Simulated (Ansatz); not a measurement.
# Geometry relaxation, with input and output: GaAs (part 1 of 2)

- system: GaAs (2 atoms in the cell)
- method: DFT, PBE, PAW with Ansatz's default frozen-core files, scalar-relativistic, no spin polarisation (Ansatz 0.2.0)

The structure was built on a prototype by a generator; it need not be a known phase. Its volume is 1.20 times that of the source entry. It belongs to a series of runs on one base structure; here: zincblende relaxed under pressure, PAW files. Figures and captions count atoms from 1; the log counts them from 0 in places.

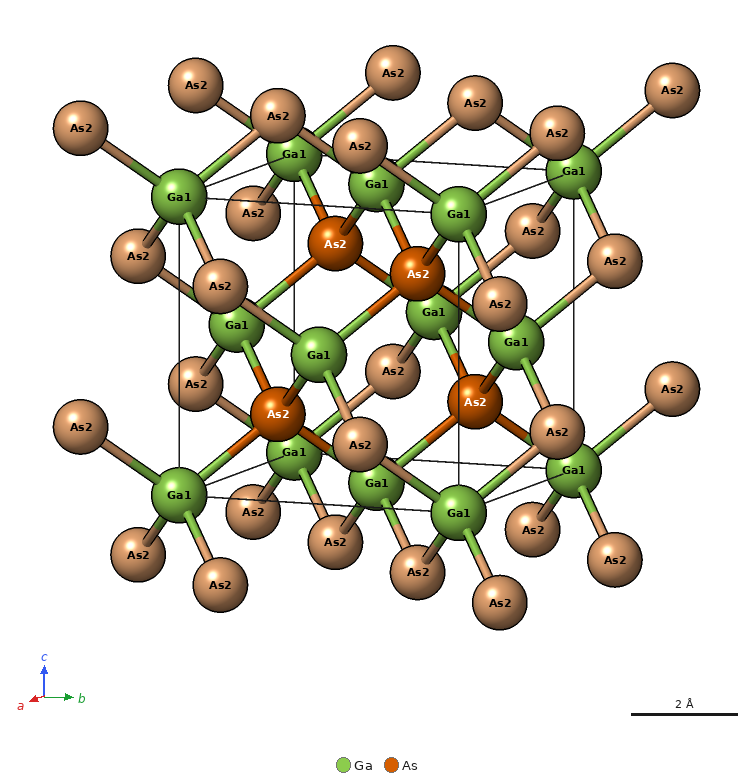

The structure as given in the input (ball-and-stick view of the cell 4 times as large as that of the calculation, set on its symmetry axes, seen slightly off an axis; neighbours outside the cell are drawn fainter; atoms are numbered from 1 in the order of the input).

Input file
```yaml
crystal:
  lattice:
    - [0.0, 2.8647052088, 2.8647052088]
    - [2.8647052088, 0.0, 2.8647052088]
    - [2.8647052088, 2.8647052088, 0.0]
  atoms:
    - { symbol: Ga, position: [0.0, 0.0, 0.0] }
    - { symbol: As, position: [0.25, 0.25, 0.25] }
kpoints:
  mp_grid: { grid: [12, 12, 12] }
scf:
  occupations: { method: fermi_dirac, width: 0.05 }
hamiltonian:
  xc: pbe
  pseudopotentials: { kind: paw }
output:
  forces: true
  stress: true
  eigenvalues: true
  write_density: true
  write_potential: true
  elf: true
  volumetric_format: npy
relax:
  f_tol: 0.005
  max_steps: 40
  cell: { p_target: 0.043, stress_tol: 0.03 }
```

Command:
```bash
ansatz run input.yaml --threads 1 --pin off --max-ram 3584MiB --backend cpu --events-out ev --progress --plain --runs-dir out
```

Output
```
Engine: ansatz 0.2.0, x86_64-unknown-linux-gnu
Pseudopotentials: kind: paw
Pseudopotential: Ga, paw, valence charge 13, recommended cutoff 420 eV (normal), Ga.paw.azcp
Pseudopotential: As, paw, valence charge 15, recommended cutoff 420 eV (normal), As.paw.azcp
Functional definition: PBE
  parameter kappa = 0.804
  parameter beta = 0.06672455060314922
  exchange = pbe_x(kappa = kappa, mu = beta*pi^2/3)
  correlation = pbe_c(beta = beta)
Crystal: 2 atoms, lattice volume = 47.019 Å³
Basis set: ecut = 420 eV, 941 PW (Γ), exchange–correlation on 60×60×60 points (8 copies of the dense FFT grid, shifted against one another)
Bands: 18, of which v1, the nominal top of the filled ones, is band 14 counted from 1 (13 counted from 0)
Symmetry: 24 space group operations
Space group: F-43m (ITA 216), of the structure as read, at distance tolerance 3.6e-5 Å
k-points: 72 of 1728 (time reversal used)
Non-local potential: Ga, projectors of the file, l = 0: 2, l = 1: 2, l = 2: 3, l = 3: 1
Non-local potential: As, projectors of the file, l = 0: 2, l = 1: 2, l = 2: 3, l = 3: 1
PAW form: soft (Blöchl's): semilocal exchange-correlation on the pseudo side does not see the compensation charge
PAW one-centre angular grid: Ga, 590 points (default); XC on 64 Gauss nodes
PAW one-centre angular grid: As, 590 points (default); XC on 64 Gauss nodes
Initial density: superposition of atomic densities (neutral atoms: chi_scale 0, normalization atom), corrected by the library's trained network
Initial wavefunctions: pseudopotential atomic-orbital guess
Functional: x = pbe(κ = 0.804, μ = 0.2195149727645171), c = pbe(β = 0.06672455060314922)
SCF iter   1: F=—  HF=-8639.861219 eV  |F-HF|=—  |Δ(HF+E_count)|=         —  Δρ=1.91e-3  dr2=3.05e-3  ethr=1.77e-3  ⟨swp⟩=5.9  Hψ=6278  notcnv=0
preconditioner: auto → none  [insulator: Δε(μ)=0.211 eV  Ē_g=15.300 eV  σ=0.050 eV  W_gap=0.70  n_scr=14 (ndim 8)  ℏωp=23.0 eV  f_vac=0.102  D(μ)=0.01/eV (n_scr^D=0)  ε∞_Penn≈3.3]
SCF iter   2: F=—  HF=-8639.860078 eV  |F-HF|=—  |Δ(HF+E_count)|=   1.14e-3  Δρ=9.13e-4  dr2=3.87e-4  ethr=1.09e-5  ⟨swp⟩=2.0  Hψ=2680  notcnv=0
SCF iter   3: F=—  HF=-8639.859993 eV  |F-HF|=—  |Δ(HF+E_count)|=   8.42e-5  Δρ=2.99e-4  dr2=5.24e-5  ethr=1.38e-6  ⟨swp⟩=2.0  Hψ=1945  notcnv=0
SCF iter   4: F=—  HF=-8639.860017 eV  |F-HF|=—  |Δ(HF+E_count)|=   2.35e-5  Δρ=1.46e-4  dr2=1.42e-5  ethr=1.87e-7  ⟨swp⟩=2.0  Hψ=1855  notcnv=0
SCF iter   5: F=—  HF=-8639.860024 eV  |F-HF|=—  |Δ(HF+E_count)|=   7.71e-6  Δρ=3.91e-5  dr2=8.02e-7  ethr=5.08e-8  ⟨swp⟩=2.0  Hψ=1585  notcnv=0
SCF iter   6: F=-8639.860025 eV  HF=-8639.860025 eV  |F-HF|=6.40e-9  |Δ(HF+E_count)|=   6.80e-7  Δρ=5.11e-6  dr2=2.09e-8  ethr=3.57e-10  ⟨swp⟩=6.1  Hψ=8205  notcnv=0
SCF 1 converged in 6 iterations: F = -8639.860025 eV  dr2 = 2.09e-8
  greatest PAW one-centre occupation: 0.999 electrons in one spin orbital (limit 2), on the As atom at site 1 (counted from 0), in its partial waves of l = 2
relax step   1: F+E_penalty+E_count = -8639.86002517 eV  Δ(F+E_penalty+E_count) = +0.000e0 eV  max|allowed force component| = 1.122e-16 eV/Å  Δτ_max = 0.0000 Å  P = +0.528 GPa  Ω = 47.019 Å³  (6 SCF iters, dr2 threshold 1.00e-7 eV, accepted)
Crystal: 2 atoms, lattice volume = 47.324 Å³
Initial density: handed on by an earlier stage of this run
Initial wavefunctions: those handed on with the density
iter 1 solved again at ethr=1.29e-7 eV; its pass at ethr=3.10e-3 eV (dr2=3.62e-5 eV) is discarded
SCF iter   1: F=—  HF=-8639.860583 eV  |F-HF|=—  |Δ(HF+E_count)|=         —  Δρ=2.41e-4  dr2=3.39e-5  ethr=1.29e-7  ⟨swp⟩=2.0  Hψ=7083  notcnv=0
preconditioner: auto → none  [insulator: Δε(μ)=0.175 eV  Ē_g=15.256 eV  σ=0.050 eV  W_gap=0.60  n_scr=14 (ndim 8)  ℏωp=22.9 eV  f_vac=0.095  D(μ)=0.01/eV (n_scr^D=0)  ε∞_Penn≈3.3]
SCF iter   2: F=—  HF=-8639.860584 eV  |F-HF|=—  |Δ(HF+E_count)|=   7.93e-7  Δρ=1.14e-4  dr2=6.33e-6  ethr=1.21e-7  ⟨swp⟩=2.0  Hψ=1477  notcnv=0
SCF iter   3: F=—  HF=-8639.860585 eV  |F-HF|=—  |Δ(HF+E_count)|=   1.93e-6  Δρ=2.35e-5  dr2=3.83e-7  ethr=2.26e-8  ⟨swp⟩=3.0  Hψ=2103  notcnv=0
SCF iter   4: F=-8639.860585 eV  HF=-8639.860585 eV  |F-HF|=1.55e-8  |Δ(HF+E_count)|=   7.38e-8  Δρ=7.68e-6  dr2=1.62e-8  ethr=7.14e-10  ⟨swp⟩=9.1  Hψ=9737  notcnv=0
SCF 2 converged in 4 iterations: F = -8639.860585 eV  dr2 = 1.62e-8
  Residual-converged pass: ⟨swp⟩=1.0  Hψ=1586  notcnv=0  max |occ|·‖R‖ = 7.0e-9 eV (tolerance 1.0e-8 eV)  dr2=1.62e-8  dr2_onsite=7.11e-9  max |Δocc| = 1.0e-10
relax step   2: F+E_penalty+E_count = -8639.86058541 eV  Δ(F+E_penalty+E_count) = -5.602e-4 eV  max|allowed force component| = 1.684e-17 eV/Å  Δτ_max = 0.0000 Å  P = +0.127 GPa  Ω = 47.324 Å³  energy of the carried Pulay correction = -6.184e-5 eV  (4 SCF iters, dr2 threshold 2.00e-7 eV, accepted)
Crystal: 2 atoms, lattice volume = 47.388 Å³
iter 1 solved again at ethr=5.55e-9 eV; its pass at ethr=3.10e-3 eV (dr2=1.55e-6 eV) is discarded
SCF iter   1: F=—  HF=-8639.860606 eV  |F-HF|=—  |Δ(HF+E_count)|=         —  Δρ=5.17e-5  dr2=1.47e-6  ethr=5.55e-9  ⟨swp⟩=2.0  Hψ=7083  notcnv=0
preconditioner: auto → none  [insulator: Δε(μ)=0.165 eV  Ē_g=15.251 eV  σ=0.050 eV  W_gap=0.56  n_scr=14 (ndim 8)  ℏωp=22.9 eV  f_vac=0.095  D(μ)=0.01/eV (n_scr^D=0)  ε∞_Penn≈3.3]
SCF iter   2: F=—  HF=-8639.860607 eV  |F-HF|=—  |Δ(HF+E_count)|=   7.65e-7  Δρ=2.54e-5  dr2=3.02e-7  ethr=5.25e-9  ⟨swp⟩=1.9  Hψ=1475  notcnv=0
SCF iter   3: F=—  HF=-8639.860607 eV  |F-HF|=—  |Δ(HF+E_count)|=   1.45e-7  Δρ=5.34e-6  dr2=1.26e-8  ethr=6.25e-11  ⟨swp⟩=5.9  Hψ=8021  notcnv=0
SCF iter   4: F=-8639.860607 eV  HF=-8639.860607 eV  |F-HF|=8.77e-10  |Δ(HF+E_count)|=   4.03e-9  Δρ=1.62e-6  dr2=7.70e-10  ethr=4.51e-11  ⟨swp⟩=6.9  Hψ=6732  notcnv=0
SCF 3 converged in 4 iterations: F = -8639.860607 eV  dr2 = 7.70e-10
relax step   3: F+E_penalty+E_count = -8639.86060689 eV  Δ(F+E_penalty+E_count) = -2.147e-5 eV  max|allowed force component| = 2.147e-17 eV/Å  Δτ_max = 0.0000 Å  P = +0.045 GPa  Ω = 47.388 Å³  energy of the carried Pulay correction = -7.480e-5 eV  (4 SCF iters, dr2 threshold 1.75e-8 eV, accepted)
Initial wavefunctions: pseudopotential atomic-orbital guess (no wavefunctions were taken with the density)
iter 1 solved again at ethr=2.45e-7 eV; its pass at ethr=3.10e-3 eV (dr2=6.87e-5 eV) is discarded
SCF iter   1: F=—  HF=-8639.860683 eV  |F-HF|=—  |Δ(HF+E_count)|=         —  Δρ=7.54e-6  dr2=8.96e-9  ethr=2.45e-7  ⟨swp⟩=2.6  Hψ=8956  notcnv=0
eigensolver tolerance schedule: the retry pair's looser diagonalisation over-reported the residual by 7668.10 of it (diagonalisation noise at 1.54 of the residual, at the tolerance the schedule requests for it); recorded, not acted on — ethr = c·dr2/N_el stays at c = 1.0e-1
preconditioner: auto → none  [insulator: Δε(μ)=0.165 eV  Ē_g=15.251 eV  σ=0.050 eV  W_gap=0.56  n_scr=14 (ndim 8)  ℏωp=22.9 eV  f_vac=0.094  D(μ)=0.01/eV (n_scr^D=0)  ε∞_Penn≈3.3]
SCF iter   2: F=—  HF=-8639.860687 eV  |F-HF|=—  |Δ(HF+E_count)|=   4.16e-6  Δρ=7.57e-6  dr2=1.27e-8  ethr=3.20e-11  ⟨swp⟩=2.5  Hψ=2490  notcnv=0
SCF iter   3: F=—  HF=-8639.860687 eV  |F-HF|=—  |Δ(HF+E_count)|=   3.55e-9  Δρ=1.46e-6  dr2=1.14e-9  ethr=3.20e-11  ⟨swp⟩=2.0  Hψ=1945  notcnv=0
SCF iter   4: F=—  HF=-8639.860687 eV  |F-HF|=—  |Δ(HF+E_count)|=  9.48e-10  Δρ=3.38e-7  dr2=6.20e-11  ethr=4.09e-12  ⟨swp⟩=2.0  Hψ=1945  notcnv=0
SCF iter   5: F=-8639.860687 eV  HF=-8639.860687 eV  |F-HF|=0.00e0  |Δ(HF+E_count)|=    0.00e0  Δρ=1.20e-7  dr2=6.29e-12  ethr=1.00e-12  ⟨swp⟩=3.9  Hψ=5867  notcnv=0
SCF 4 converged in 5 iterations: F = -8639.860687 eV  dr2 = 6.29e-12
relax step   4: F+E_penalty+E_count = -8639.86068741 eV  Δ(F+E_penalty+E_count) = -8.052e-5 eV  max|allowed force component| = 2.111e-17 eV/Å  Δτ_max = 0.0000 Å  P = +0.045 GPa  Ω = 47.388 Å³  stress off target by 1.60e-3 GPa  SCF on the basis re-selected at this cell (its energy is not comparable with the rows above)  (5 SCF iters)
```

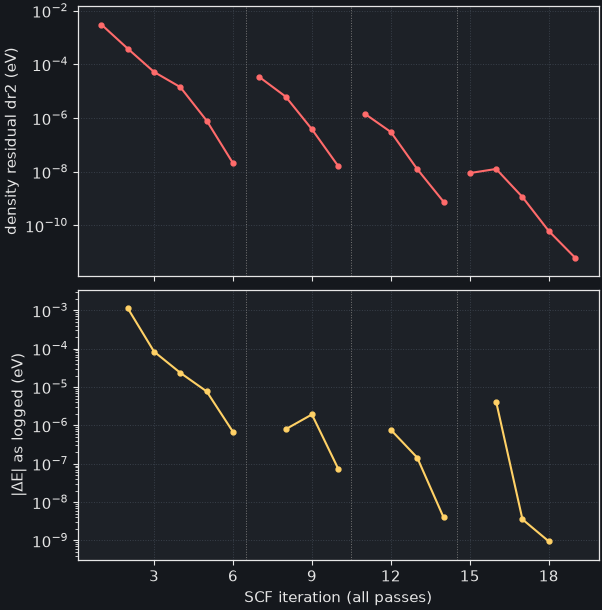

Convergence of the self-consistent field: density residual dr2 and size of the energy change against the SCF iteration. The dotted lines part the SCF passes of the relaxation: geometry steps, rejected trials and re-solves on a re-selected basis. The passes take 6, 4, 4 and 5 iterations.

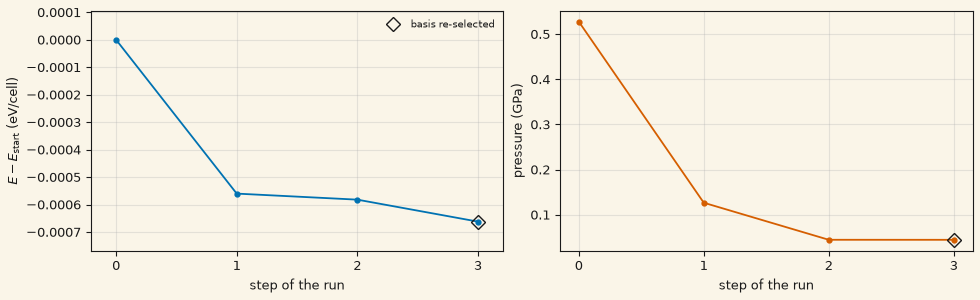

Progress of the relaxation, step by step (the first geometry is step 0 here and step 1 in the log). After 2 geometry steps the energy has fallen by 0.6 meV per cell of the calculation. All forces vanish by symmetry, so only the cell relaxes. Pressure: 0.53 GPa at the start and 0.04 GPa at the end. No atom moves by more than 0.005 Å relative to the cell. The volume changes by +0.8 %, with a = b = c 5.729 → 5.744 Å (+0.3 %). Among the contacts that change: Ga1–As2 2.481 → 2.487 Å. The space group stays F-43m (No. 216). A last SCF at the same geometry on a re-selected plane-wave basis shifts the energy by −0.1 meV per cell of the calculation. (Atoms are counted from 1 in the order of the input.)

```
basis re-selected at this cell: Δ(F+E_penalty+E_count) = -8.052e-5 eV, ΔP = -0.000 GPa vs the last step (what re-selecting the basis moved, of the pressure what is left beyond the Pulay correction that the steps carried, after the strain that the cell walked since its last selection, with what the two solves' SCF thresholds leave and, on support functions, any second-order correction that the steps lacked; it is no measure of the basis error at this ecutwfc). This SCF's stress stands 1.60e-3 GPa from its target on what of the cell is left free (relax.cell.stress_tol is 3.00e-2 GPa) and its largest allowed force component is 2.11e-17 eV/Å (relax.f_tol is 5.00e-3 eV/Å): within both
SCF converged after 5 iterations
Free energy (F): -8639.860687 eV
Harris-Foulkes:  -8639.860687 eV  (|F-HF|=0.00e0)
Internal energy: -8639.860538 eV  (E = F + TS)
E sigma→0 (E₀):  -8639.860613 eV
Entropy (-TS):   -0.000149 eV (-0.074 meV/atom)
Fermi energy:    7.688157 eV
--- Per-component energies (eV) ---
  E_band       = -327.274166
  E_kinetic    = 218.196055
  E_local      = -3984.606672  (includes V_loc(G=0)·N_el)
  E_nonlocal   = -245.781740
  E_hartree    = 2000.693711
  E_xc         = -147.844819
  E_vxc        = -136.643056  (∫ρ·V_xc dr)
  E_paw        = -3824.397134  (= ΣΔE_a)
  E_vpaw       = -179.826153  (= ΣTr[D̂ρ^β])
  E_aug_tail   = -0.000109  (compensation charges beyond the density's cutoff)
  E_ewald      = -2656.119831
  E_smearing   = -0.000149  (= −TS)
  E_closure    = 0.000000  (closes the sum)
  Σ components = -8639.860687   (vs F -8639.860687, Δ=0.00e0)
--- Forces (eV/Å), atoms counted from 1 ---
  atom   1  Ga     0.00000000     0.00000000    -0.00000000
  atom   2  As    -0.00000000    -0.00000000     0.00000000
  max |Σ_I F_I| component: 3.64e-17 eV/Å
--- Stress (GPa, compression-positive) ---
        0.044596      -0.000000       0.000000
       -0.000000       0.044596       0.000000
       -0.000000       0.000000       0.044596
  P = ⅓ Tr σ = 0.0446 GPa (0.446 kbar)
--- Band table (eV; the first three rows and the last of 72) ---
```
